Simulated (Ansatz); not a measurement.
## Al₃Cu: a changed input and its effect

System: Al₃Cu (4 atoms in the cell).
Method of run A: DFT PBEsol, scalar-relativistic, plane waves, PAW, no spin polarisation (Ansatz 0.2.0).

The structure derives from a Materials Project entry. Text and figures count atoms from 1; the logs count them from 0 in places.

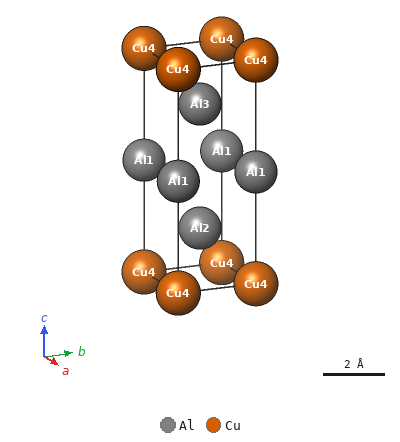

**Figure 1.** The input geometry (spheres-only view of the cell of the calculation, seen slightly off an axis; atoms are numbered from 1 in the order of the input).

Input file, run A:
```yaml
crystal:
  lattice:
    - [2.8029787992, 0.0, 0.0]
    - [0.0, 2.8029787992, 0.0]
    - [0.0, 0.0, 7.6757986744]
  atoms:
    - { symbol: Al, position: [0.0, 0.0, 0.5] }
    - { symbol: Al, position: [0.5, 0.5, 0.2227835996] }
    - { symbol: Al, position: [0.5, 0.5, 0.7772164004] }
    - { symbol: Cu, position: [0.0, 0.0, 0.0] }
basis:
  ecutwfc: 420
kpoints:
  mp_grid: { grid: [16, 16, 6] }
  band_path:
    path:
      - [[0.0, 0.0, 0.0], [0.0, 0.5, 0.0], [0.5, 0.5, 0.0], [0.0, 0.0, 0.0], [0.0, 0.0, 0.5], [0.0, 0.5, 0.5], [0.5, 0.5, 0.5], [0.0, 0.0, 0.5]]
      - [[0.0, 0.5, 0.0], [0.0, 0.5, 0.5]]
      - [[0.5, 0.5, 0.0], [0.5, 0.5, 0.5]]
    npoints: 14
hamiltonian:
  xc: pbesol
scf:
  occupations: { method: gaussian, width: 0.1 }
  n_extra_bands: 10
output:
  forces: true
  stress: true
  eigenvalues: true
  populations: true
  dos: { projected: true, de: 0.02, nscf_kmesh: { grid: [24, 24, 9] } }
  bader: true
  write_density: true
  write_potential: true
  elf: true
  volumetric_format: npy
```

Launched with:
```bash
ansatz run input.yaml --threads 1 --pin off --max-ram 2560MiB --backend cpu --events-out ev --progress --plain --runs-dir out
```

Hardware: 1 thread of Intel Xeon @ 2.50GHz (Skylake/Cascade Lake), 192 GiB of memory available, shared host.

Output, shortened to warnings, some set-up lines, iterations and results (run A):
```
Basis set: ecut = 420 eV, 1205 PW (Γ), exchange–correlation on 40×40×108 points (8 copies of the dense FFT grid, shifted against one another)
Symmetry: 16 space group operations
k-points: 180 of 1536
Initial density: superposition of atomic densities (neutral atoms: chi_scale 0, normalization atom), corrected by the library's trained network
[...]
SCF iter   1: F=—  HF=-8162.786278 eV  |F-HF|=—  |Δ(HF+E_count)|=         —  Δρ=7.98e-3  dr2=3.01e-2  ethr=1.77e-3  ⟨swp⟩=5.9  Hψ=22404  notcnv=0  defer=165
SCF iter   2: F=—  HF=-8162.780719 eV  |F-HF|=—  |Δ(HF+E_count)|=   5.56e-3  Δρ=1.32e-3  dr2=8.25e-3  ethr=1.08e-4  ⟨swp⟩=2.0  Hψ=7409  notcnv=0  defer=228
SCF iter   3: F=—  HF=-8162.780056 eV  |F-HF|=—  |Δ(HF+E_count)|=   6.63e-4  Δρ=1.04e-3  dr2=3.58e-3  ethr=2.95e-5  ⟨swp⟩=1.0  Hψ=3660  notcnv=0  defer=228
SCF iter   4: F=—  HF=-8162.779527 eV  |F-HF|=—  |Δ(HF+E_count)|=   5.28e-4  Δρ=3.19e-4  dr2=1.20e-4  ethr=1.28e-5  ⟨swp⟩=1.4  Hψ=3775  notcnv=0  defer=228
SCF iter   5: F=—  HF=-8162.779513 eV  |F-HF|=—  |Δ(HF+E_count)|=   1.47e-5  Δρ=7.12e-5  dr2=1.34e-6  ethr=4.30e-7  ⟨swp⟩=1.5  Hψ=3788  notcnv=0  defer=228
SCF iter   6: F=—  HF=-8162.779597 eV  |F-HF|=—  |Δ(HF+E_count)|=   8.39e-5  Δρ=1.06e-5  dr2=5.63e-8  ethr=3.57e-10  ⟨swp⟩=10.5  Hψ=29814  notcnv=0
SCF iter   7: F=-8162.779597 eV  HF=-8162.779597 eV  |F-HF|=1.30e-8  |Δ(HF+E_count)|=   1.72e-8  Δρ=4.04e-6  dr2=9.25e-9  ethr=2.01e-10  ⟨swp⟩=6.9  Hψ=17809  notcnv=0
SCF 1 converged in 7 iterations: F = -8162.779597 eV  dr2 = 9.25e-9
NSCF: frozen V_eff on 129 k-points
NSCF: frozen V_eff on 455 k-points
SCF converged after 7 iterations
Free energy (F): -8162.779597 eV
Harris-Foulkes:  -8162.779597 eV  (|F-HF|=1.30e-8)
Internal energy: -8162.771048 eV  (E = F + TS)
E sigma→0 (E₀):  -8162.775322 eV
Entropy (-TS):   -0.008548 eV (-2.137 meV/atom)
Fermi energy:    9.863818 eV
--- Per-component energies (eV) ---
  E_band       = -458.024658
  E_kinetic    = 369.126446
  E_local      = -7569.951044  (includes V_loc(G=0)·N_el)
  E_nonlocal   = 419.749934
  E_hartree    = 3491.685850
  E_xc         = -207.901607
  E_vxc        = -203.764772  (∫ρ·V_xc dr)
  E_paw        = -2988.400459  (= ΣΔE_a)
  E_vpaw       = -456.564353  (= ΣTr[D̂ρ^β])
  E_aug_tail   = 0.000253  (compensation charges beyond the density's cutoff)
  E_ewald      = -1677.344040
  E_core_change = 0.263619  (= ΣΔE_core)
  E_smearing   = -0.008548  (= −TS)
  E_closure    = 0.000000  (closes the sum)
  Σ components = -8162.779597   (vs F -8162.779597, Δ=0.00e0)
--- Forces (eV/Å), atoms counted from 1 ---
  atom   1  Al     0.00000000     0.00000000     0.00000000
  atom   2  Al     0.00000000     0.00000000    -0.14335593
  atom   3  Al     0.00000000     0.00000000     0.14335593
  atom   4  Cu    -0.00000000     0.00000000     0.00000000
  max |Σ_I F_I| component: 5.55e-17 eV/Å
--- Stress (GPa, compression-positive) ---
       -2.718632       0.000000       0.000000
        0.000000      -2.718632       0.000000
        0.000000       0.000000      -2.775259
  P = ⅓ Tr σ = -2.7375 GPa (-27.375 kbar)
--- Löwdin populations: 4 sites ---
  site symbol       q [e]
     0     Al      2.9465
     1     Al      3.2397
     2     Al      3.2397
     3     Cu     18.3490
  spilling = 0.008039 (of n_electrons = 28.000000)
--- Bader charges: 4 sites ---
  site symbol  charge [e]  shift [e]
     0     Al      0.0247     0.0000
     1     Al      0.5444     0.0001
     2     Al      0.5444     0.0001
     3     Cu     -1.1135     0.0002
  estimated error of the sums over rays = 3.2e-4 e
```

The input of run B differs as follows (lines with − go, lines with + come):
```diff
-  ecutwfc: 420
+  ecutwfc: 500
-  xc: pbesol
+  xc: r2scan
```

How does run B compare with run A?

The total energies belong to different methods, so their difference says nothing on which is more stable or more accurate. The pressure goes from −2.74 to −3.29 GPa. The largest force goes from 0.143 to 0.067 eV/Å. The functional changes from PBEsol to r2SCAN. The SCF takes 9 iterations against 7. The plane waves at Γ go from 1205 to 1483. On the same kind of shared host run B took about 1.6 times as long.

Output, shortened to warnings, some set-up lines, iterations and results (run B):
```
Basis set: ecut = 500 eV, 1483 PW (Γ), exchange–correlation on 96×96×240 points (64 copies of the dense FFT grid, shifted against one another)
Symmetry: 16 space group operations
k-points: 180 of 1536
Initial density: superposition of atomic densities (neutral atoms: chi_scale 0, normalization atom), corrected by the library's trained network
[...]
SCF iter   1: F=—  HF=-8252.824942 eV  |F-HF|=—  |Δ(HF+E_count)|=         —  Δρ=2.25e-2  dr2=3.01e-1  dr2_τ=1.38e-2  ethr=1.77e-3  ⟨swp⟩=5.8  Hψ=22336  notcnv=0  defer=175
SCF iter   2: F=—  HF=-8252.852206 eV  |F-HF|=—  |Δ(HF+E_count)|=   2.73e-2  Δρ=1.90e-2  dr2=1.18e-1  dr2_τ=1.14e-3  ethr=1.07e-3  ⟨swp⟩=2.0  Hψ=8287  notcnv=0  defer=661
SCF iter   3: F=—  HF=-8252.819754 eV  |F-HF|=—  |Δ(HF+E_count)|=   3.25e-2  Δρ=5.11e-3  dr2=3.20e-2  dr2_τ=4.74e-5  ethr=4.20e-4  ⟨swp⟩=2.0  Hψ=6233  notcnv=0  defer=661
SCF iter   4: F=—  HF=-8252.815415 eV  |F-HF|=—  |Δ(HF+E_count)|=   4.34e-3  Δρ=1.46e-3  dr2=1.52e-3  dr2_τ=9.77e-6  ethr=1.14e-4  ⟨swp⟩=1.0  Hψ=5752  notcnv=0  defer=647
SCF iter   5: F=—  HF=-8252.815542 eV  |F-HF|=—  |Δ(HF+E_count)|=   1.27e-4  Δρ=6.83e-4  dr2=6.41e-4  dr2_τ=2.01e-6  ethr=5.43e-6  ⟨swp⟩=2.3  Hψ=4989  notcnv=0  defer=647
SCF iter   6: F=—  HF=-8252.815450 eV  |F-HF|=—  |Δ(HF+E_count)|=   9.14e-5  Δρ=2.45e-4  dr2=3.63e-5  dr2_τ=1.14e-7  ethr=2.29e-6  ⟨swp⟩=1.2  Hψ=3715  notcnv=0  defer=647
SCF iter   7: F=—  HF=-8252.815451 eV  |F-HF|=—  |Δ(HF+E_count)|=   7.57e-7  Δρ=4.84e-5  dr2=1.52e-6  dr2_τ=6.89e-9  ethr=1.30e-7  ⟨swp⟩=2.0  Hψ=5088  notcnv=0  defer=647
SCF iter   8: F=—  HF=-8252.815451 eV  |F-HF|=—  |Δ(HF+E_count)|=   2.11e-7  Δρ=2.06e-5  dr2=2.32e-7  dr2_τ=5.91e-10  ethr=5.42e-9  ⟨swp⟩=2.4  Hψ=5491  notcnv=0  defer=647
SCF iter   9: F=-8252.815451 eV  HF=-8252.815451 eV  |F-HF|=9.08e-10  |Δ(HF+E_count)|=   9.34e-9  Δρ=3.20e-6  dr2=6.16e-9  dr2_τ=1.76e-11  ethr=3.57e-10  ⟨swp⟩=11.4  Hψ=25540 …
SCF 1 converged in 9 iterations: F = -8252.815451 eV  dr2 = 6.16e-9
NSCF: frozen V_eff on 129 k-points
NSCF: frozen V_eff on 455 k-points
SCF converged after 9 iterations
Free energy (F): -8252.815451 eV
Harris-Foulkes:  -8252.815451 eV  (|F-HF|=9.08e-10)
Internal energy: -8252.807621 eV  (E = F + TS)
E sigma→0 (E₀):  -8252.811536 eV
Entropy (-TS):   -0.007830 eV (-1.957 meV/atom)
Fermi energy:    9.926669 eV
--- Per-component energies (eV) ---
  E_band       = -484.312733
  E_kinetic    = 368.834081
  E_local      = -7579.576606  (includes V_loc(G=0)·N_el)
  E_nonlocal   = 420.600335
  E_hartree    = 3504.311702
  E_xc         = -194.451317
  E_vxc        = -219.418273  (∫ρ·V_xc dr)
  E_paw        = -3094.700487  (= ΣΔE_a)
  E_vpaw       = -496.422157  (= ΣTr[D̂ρ^β])
  E_aug_tail   = 0.000144  (compensation charges beyond the density's cutoff)
  E_vtau       = 13.040084  (kinetic-family band-sum trace: ∫τ·v_τ [+ j·A + Jᵃ·Aᵃ] dr)
  E_ewald      = -1677.344040
  E_core_change = -0.481432  (= ΣΔE_core)
  E_smearing   = -0.007830  (= −TS)
  E_closure    = -0.000000  (closes the sum)
  Σ components = -8252.815451   (vs F -8252.815451, Δ=0.00e0)
--- Forces (eV/Å), atoms counted from 1 ---
  atom   1  Al    -0.00000000     0.00000000     0.00000000
  atom   2  Al     0.00000000     0.00000000    -0.06659098
  atom   3  Al     0.00000000     0.00000000     0.06659098
  atom   4  Cu    -0.00000000     0.00000000     0.00000000
  max |Σ_I F_I| component: 1.23e-31 eV/Å
--- Stress (GPa, compression-positive) ---
       -3.322312       0.000000       0.000000
        0.000000      -3.322312       0.000000
        0.000000       0.000000      -3.238451
  P = ⅓ Tr σ = -3.2944 GPa (-32.944 kbar)
--- Löwdin populations: 4 sites ---
  site symbol       q [e]
     0     Al      2.9379
     1     Al      3.2384
     2     Al      3.2384
     3     Cu     18.3403
  spilling = 0.008750 (of n_electrons = 28.000000)
--- Bader charges: 4 sites ---
  site symbol  charge [e]  shift [e]
     0     Al      0.0222     0.0000
     1     Al      0.5750     0.0005
     2     Al      0.5750     0.0005
     3     Cu     -1.1722     0.0010
  estimated error of the sums over rays = 2.5e-4 e
```

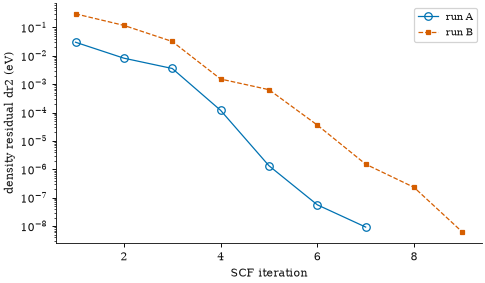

**Figure 2.** Convergence of the two runs: density residual dr2 against the SCF iteration. Run A takes 7 iterations in all, and run B takes 9.

The two runs side by side:

```tsv
quantity	run A	run B
outcome	converged	converged
free energy per atom (eV)	−2040.6949	−2063.2039
energy per atom, smearing taken to zero (eV)	−2040.6938	−2063.2029
gap on the mesh (eV)	0.00	0.00
pressure (GPa)	−2.74	−3.29
largest force (eV/Å)	0.143	0.067
SCF iterations	7	9
irreducible k-points	180	180
plane waves at Γ	1205	1483
wall time (shared host)	92 s	2.4 min
```
